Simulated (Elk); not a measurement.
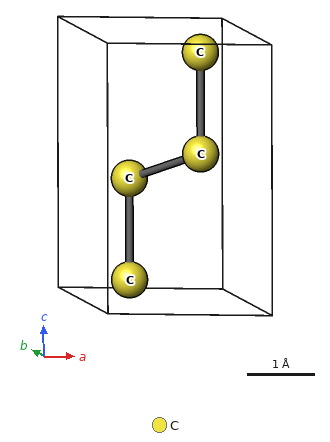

**Figure 1.** The structure as given in the input (ball-and-stick view of the cell of the calculation, seen slightly off an axis). An atom can appear more than once, as a periodic image.

**Single-point calculation of C**

- system: C (4 atoms in the cell)
- method: DFT, PBE, all-electron APW+lo, Dirac cores, scalar-relativistic bands (Elk 11.2.3 (patched build))

The structure derives from an entry of the Crystallography Open Database. The run did not end well. It belongs to a series of runs on one base structure; here: equal xy, yz and zx shear strains of +2 %.

**INFO.OUT (set-up, first and last loops)**
```
┌─────────────────────────┐
│ Elk code version 11.2.3 │
└─────────────────────────┘

All units are atomic (Hartree, Bohr, etc.)

┌─────────────────────────────────────────────────┐
│ Ground-state run starting from atomic densities │
└─────────────────────────────────────────────────┘

Lattice vectors :
   4.766076073      0.4766076073E-01  0.4766076073E-01
  -2.341762607       4.103712576      0.1744504920E-01
  0.7783026017E-01  0.7783026017E-01   7.783026017

Reciprocal lattice vectors :
   1.311037784      0.7482245510     -0.2059262336E-01
 -0.1507484656E-01   1.522559502     -0.1507484656E-01
 -0.7994586756E-02 -0.7994586757E-02  0.8074532624

Unit cell volume      :    153.0634912
Brillouin zone volume :    1.620570728

Muffin-tin inner radius fraction :   0.1000000000E-01

Nuclei treated as point charges

Species : 1 (C)
 parameters loaded from : C.in
 name : carbon
 nuclear charge    :   -6.000000000
 electronic charge :    6.000000000
 atomic mass :    21894.16674
 muffin-tin radius :    1.320000000
 number of radial points in muffin-tin :    597
 inner part over the whole radius :   0.9779341265E-02
 number on inner part of muffin-tin    :    413
 approximate nuclear radius :   0.4747601631E-04
 number of mesh points to nuclear radius :    190
 atomic positions (lattice), magnetic fields (Cartesian) :
  1 :   0.33333333  0.16666667  0.06250000    0.00000000  0.00000000  0.00000000
  2 :  -0.33333333 -0.16666667 -0.43750000    0.00000000  0.00000000  0.00000000
  3 :   0.33333333  0.16666667  0.43750000    0.00000000  0.00000000  0.00000000
  4 :  -0.33333333 -0.16666667 -0.06250000    0.00000000  0.00000000  0.00000000

Total number of atoms per unit cell :    4
Total muffin-tin volume :    38.53633372
 ratio of muffin-tin to unit cell volume :   0.2517669851

Spin treatment :
 spin-unpolarised

Number of Bravais lattice symmetries :    2
Number of crystal symmetries         :    2
Crystal has inversion symmetry
Real symmetric eigensolver will be used

k-point grid :     15    15     8
k-point offset :    0.000000000       0.000000000       0.000000000
k-point set is reduced with full crystal symmetry group
Total number of k-points :      901

Muffin-tin radius times maximum |G+k| :    8.000000000
 using average radius
Maximum |G+k| for APW functions       :    6.060606061
Maximum (1/2)|G+k|²                   :    18.36547291
Maximum |G| for potential and density :    16.00000000
Constant for pseudocharge density :    5
 order of it for each species :   12
 order of it for pair densities of each species (exact exchange by exxq0 0: 13) :   12
Radial integration step length :    4

G-vector grid sizes :     25    25    40
Number of G-vectors :    10565

Maximum angular momentum used for
 APW functions            :   10
 outer part of muffin-tin :    7
 inner part of muffin-tin :    3

Total nuclear charge    :   -24.00000000
Total core charge       :    8.000000000
Total valence charge    :    16.00000000
Total excess charge     :    0.000000000
Total electronic charge :    24.00000000

Effective Wigner radius, rₛ :    1.150422202

Number of empty states         :     32
Total number of valence states :     41
Total number of core states    :      8

Third-order local-orbitals added for an l without core states : T
Total number of local-orbitals :     32

Exchange-correlation functional :     20     0     0
 Perdew-Burke-Ernzerhof, Phys. Rev. Lett. 77, 3865 (1996)
 gradient requirement :    1
 generalised gradient approximation (GGA)

Smearing type :    3
 Fermi-Dirac
Smearing width :   0.2000000000E-02
Effective electronic temperature (K) :    631.5500496

Mixing type :    3
 Broyden mixing, J. Phys. A: Math. Gen. 17, L317 (1984)

Kohn-Sham potential initialised from atomic data

┌──────────────────────────────┐
│ Self-consistent loop started │
└──────────────────────────────┘

┌─────────────────┐
│ Loop number : 1 │
└─────────────────┘

Energies :
 Fermi                       :     0.36429647374506
 sum of occupied eigenvalues :     -75.841615072927
 electron kinetic            :      151.87094612552
 core electron kinetic       :      127.69909429749
 Coulomb                     :     -283.18402197210
 Coulomb potential           :     -196.84682643748
 nuclear-nuclear             :     -57.462742109339
 electron-nuclear            :     -255.99251439880
 Hartree                     :      30.271234536039
 Madelung                    :     -184.76060875336
 xc potential                :     -30.865734760961
 exchange                    :     -20.932071892917
 correlation                 :    -0.88209304840332
 electron entropic           :    -0.37692851898678E-11
 total energy                :     -153.12724078791

Density of states at Fermi energy :   0.5087444594E-07
 (states/Hartree/unit cell)

Estimated indirect band gap :   0.1655259567
 from k-point 1 to k-point 74
Estimated direct band gap   :   0.1855480112
 at k-point 1

Charges :
 core                        :    8.000000000
 valence                     :    16.00000000
 interstitial                :    7.816922533
 muffin-tins (core leakage)
  species : 1 (C)
   atom 1                    :    4.046211277     (  0.2333617489E-03)
   atom 2                    :    4.045327456     (  0.2333500495E-03)
   atom 3                    :    4.045327456     (  0.2333500495E-03)
   atom 4                    :    4.046211277     (  0.2333617489E-03)
 total in muffin-tins        :    16.18307747
 total calculated charge     :    23.99904410
 total charge                :    24.00000000
 error                       :   0.9558977556E-03

┌─────────────────┐
│ Loop number : 2 │
└─────────────────┘

Energies :
 Fermi                       :     0.36552633306159
 sum of occupied eigenvalues :     -75.810206977345
 electron kinetic            :      150.67608402048
 core electron kinetic       :      127.04589919412
 Coulomb                     :     -283.17625055105
 Coulomb potential           :     -196.84511314409
 nuclear-nuclear             :     -57.462742109339
 electron-nuclear            :     -255.97864090941
 Hartree                     :      30.265132467701
 Madelung                    :     -184.75369397900
 xc potential                :     -29.641177853732
 exchange                    :     -20.930867557283
 correlation                 :    -0.88219174512217
 electron entropic           :    -0.37690802906407E-11
 total energy                :     -154.31322583298

Density of states at Fermi energy :   0.5087402560E-07
 (states/Hartree/unit cell)

Estimated indirect band gap :   0.1650879338
 from k-point 1 to k-point 74
Estimated direct band gap   :   0.1853502365
 at k-point 1

Charges :
 core                        :    8.000000000
 valence                     :    16.00000000
 interstitial                :    7.819238058
 muffin-tins (core leakage)
  species : 1 (C)
   atom 1                    :    4.045629695     (  0.2334093293E-03)
   atom 2                    :    4.044751276     (  0.2333974666E-03)
   atom 3                    :    4.044751276     (  0.2333974666E-03)
   atom 4                    :    4.045629695     (  0.2334093293E-03)
 total in muffin-tins        :    16.18076194
 total calculated charge     :    23.99904395
 total charge                :    24.00000000
 error                       :   0.9560475594E-03

RMS change in Kohn-Sham potential (target) :    4.228016609     (  0.1000000000E-05)
Absolute change in total energy (target)   :    1.185985045     (  0.1000000000E-04)

[... loops left out ...]

┌─────────────────┐
│ Loop number : 7 │
└─────────────────┘

Energies :
 Fermi                       :     0.48948868426227
 sum of occupied eigenvalues :     -72.774824516591
 electron kinetic            :      151.88250056455
 core electron kinetic       :      127.65432881181
 Coulomb                     :     -282.54818969201
 Coulomb potential           :     -196.74127806970
 nuclear-nuclear             :     -57.462742109339
 electron-nuclear            :     -254.82207982658
 Hartree                     :      29.736632243908
 Madelung                    :     -184.17755065716
 xc potential                :     -27.916047011443
 exchange                    :     -20.827696319606
 correlation                 :    -0.89120446798551
 electron entropic           :    -0.37356576092717E-11
 total energy                :     -152.38458991505

Density of states at Fermi energy :   0.5087450703E-07
 (states/Hartree/unit cell)

Estimated indirect band gap :   0.1228616751
 from k-point 1 to k-point 74
Estimated direct band gap   :   0.1654960114
 at k-point 1

Charges :
 core                        :    8.000000000
 valence                     :    16.00000000
 interstitial                :    8.024199471
 muffin-tins (core leakage)
  species : 1 (C)
   atom 1                    :    3.994260230     (  0.2359137272E-03)
   atom 2                    :    3.993640034     (  0.2358947481E-03)
   atom 3                    :    3.993640034     (  0.2358947481E-03)
   atom 4                    :    3.994260230     (  0.2359137272E-03)
 total in muffin-tins        :    15.97580053
 total calculated charge     :    23.99903592
 total charge                :    24.00000000
 error                       :   0.9640801805E-03

RMS change in Kohn-Sham potential (target) :   0.3793041605E-02 (  0.1000000000E-05)
Absolute change in total energy (target)   :   0.7845730980E-01 (  0.1000000000E-04)

┌─────────────────┐
│ Loop number : 8 │
└─────────────────┘
```

**File EVALCORE.OUT**
```
Species :    1 (C), atom :    1
 n =  1, l =  0, k =  1 :   -9.323790069

Species :    1 (C), atom :    2
 n =  1, l =  0, k =  1 :   -9.323840696

Species :    1 (C), atom :    3
 n =  1, l =  0, k =  1 :   -9.323840696

Species :    1 (C), atom :    4
 n =  1, l =  0, k =  1 :   -9.323790069
```

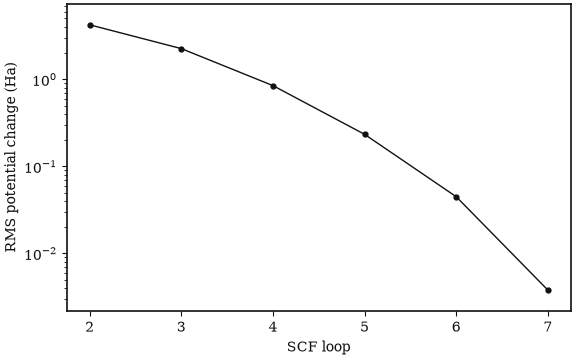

**Figure 2.** Convergence of the self-consistent field: RMS potential change against the SCF loop. The run ended after 7 loops.

This output came from the following input.

**Input (elk.in)**
```
tasks
  0
  110
  115
  21

xctype
  20

rgkmax
  8.0

gmaxvr
  16.0

lmaxapw
  10

lmaxo
  7

lmaxi
  3

nrmtscf
  2.0

nempty
  8

epspot
  1e-06

epsengy
  1e-05

maxscl
  120

hmaxvr
  6.0

lradstp
  4

swidth
  0.002

tforce
  .true.

sppath
  './'

avec
  4.76607607345 0.04766076073 0.04766076073
  -2.34176260708 4.10371257556 0.01744504920
  0.07783026017 0.07783026017 7.78302601688

atoms
  1
  'C.in'
  4
  0.333333333300 0.666666666700 0.062500000000   0.000 0.000 0.000
  0.666666666700 0.333333333300 0.562500000000   0.000 0.000 0.000
  0.333333333300 0.666666666700 0.437500000000   0.000 0.000 0.000
  0.666666666700 0.333333333300 0.937500000000   0.000 0.000 0.000

ngridk
  15 15 8

plot1d
  9 40
  0.0000000000 0.0000000000 0.0000000000
  -0.0000000000 -0.5000000000 -0.0000000000
  -0.0000000000 0.0000000000 0.5000000000
  0.0000000000 0.0000000000 0.0000000000
  -0.5000000000 0.0000000000 -0.0000000000
  -0.5000000000 0.5000000000 -0.5000000000
  0.0000000000 0.0000000000 0.0000000000
  -0.5000000000 0.0000000000 -0.5000000000
  -0.5000000000 0.5000000000 -0.0000000000
```

Run as:
```bash
OMP_NUM_THREADS=1 elk
```

**What the run reported**

```json
{"quantity": "outcome", "value": "stopped at the time limit"}
{"quantity": "space group (tolerance 0.01 Å)", "value": "P-1 (2)"}
{"quantity": "hardware", "value": "1 thread of Intel Xeon (Granite Rapids), 64 GiB of memory available, shared host"}
{"quantity": "wall time", "value": "9.4 min"}
{"quantity": "peak memory", "value": "0.5 GiB"}
```

**What went wrong**

The run was cut off by its time limit, so the output is incomplete.
